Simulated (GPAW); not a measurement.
# KBr (Fm-3m): refractive index against wavelength

The refractive index of KBr (Fm-3m) below the direct gap (4.44 eV on the mesh) is read from one computed spectrum, n = √(Re ε).

Cell: a, b, c = 4.667, 4.667, 4.667 Å (primitive vectors), 2 atoms.

Method: GPAW 26.7.0, PBE, RPA, k-mesh 9×9×9, local fields up to 50 eV, Lorentzian half width 0.15 eV.

Launch of the response step: `OMP_NUM_THREADS=1 python df.py`. The run took 2.2 min, its band step included, on 1 thread of Arm Neoverse V1, with other jobs on the host.

| wavelength (nm) | photon energy E (eV) | n |
| --- | --- | --- |
| 1064 | 1.165 | 1.5439 |
| 850 | 1.459 | 1.5487 |
| 700 | 1.771 | 1.5552 |
| 633 | 1.959 | 1.5599 |
| 532 | 2.331 | 1.5711 |
| 450 | 2.755 | ? |
| 405 | 3.061 | 1.6029 |

In the single-oscillator model n² − 1 = E₀E_d/(E₀² − E²), so 1/(n² − 1) = E₀/E_d − E²/(E₀E_d) is linear in E².

Working, on the rows shown:

| x = E² (eV²) | y = 1/(n² − 1) |
| --- | --- |
| 1.35784 | 0.722738 |
| 2.12762 | 0.715066 |
| 3.13716 | 0.704897 |
| 3.83641 | 0.697696 |
| 5.43137 | 0.681034 |
| 9.37179 | 0.637231 |

Means: x̄ = 4.2104, ȳ = 0.69311. Σ(x − x̄)(y − ȳ) = -0.4478, Σ(x − x̄)² = 41.9. Slope = -0.4478 / 41.9 = -0.01069; intercept = ȳ − slope · x̄ = 0.73811. Turned back into n, the line misses the rows shown by at most 0.00067.

Problem. Predict the last column of the withheld row from the fit.

Solution. At x = 7.5912 the line gives y = 0.65698, that is 1.5881. The run gave 1.5877, so the interpolation is off by 0.00042, 0.7 % of the range in the table.

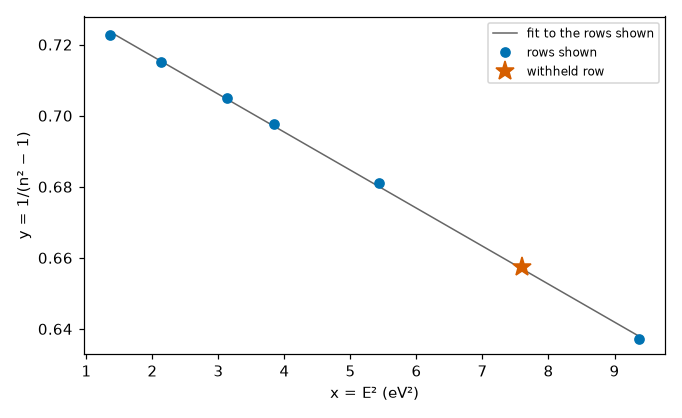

Refitted with all rows, the slope is -0.01066 and the intercept 0.73804. These give E₀ = √(intercept/−slope) = 8.32 eV and E_d = E₀/intercept = 11.3 eV; E₀ is 1.9 times the direct gap. The electronic limit at long wavelengths, without lattice vibrations, is n = √(1 + 1/intercept) = 1.535. Excitons are left out; PBE gaps are as a rule too small. The values come from a sum over the points of one k-mesh and carry its error, which grows as the direct gap shrinks. Spin-orbit coupling is left out.
